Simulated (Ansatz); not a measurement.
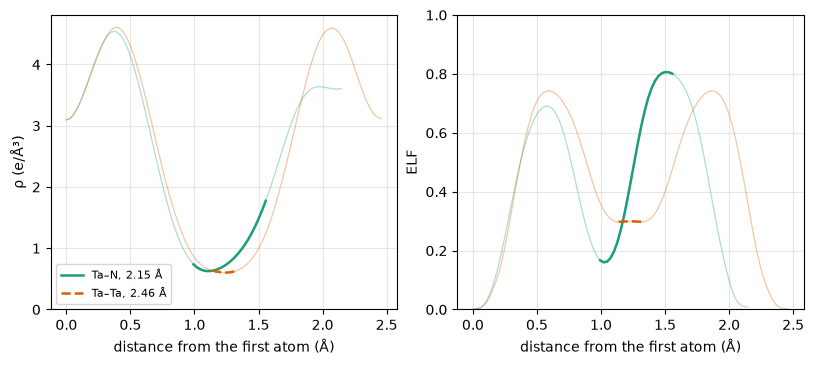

*TaN. Valence pseudo-density and ELF along straight lines between neighbouring atoms. Thin, pale parts lie inside the atomic spheres.*

Space group P6₃/mmc; computed pressure about 41 GPa in this cell; the program warned that a starting moment wasn't kept; spin-polarised, but the moments vanished.

Computed with Ansatz, DFT, LDA, plane-wave PAW, default files, scalar-relativistic.

Core electrons are frozen (PAW), and the valence fields are smoothed inside the atomic spheres.

**Compare the contacts.**

Ta–N (2.15 Å): ρ is about 0.63 e/Å³ halfway; the ELF peaks at about 0.80 in the valence shell of N, 0.6 Å from its nucleus, and is about 0.15 at the midpoint: no localised pair shows between them.
Ta–Ta (2.46 Å): ρ at the midpoint is about 0.6 e/Å³; the ELF is about 0.30 at the midpoint; no localised pair shows between them.
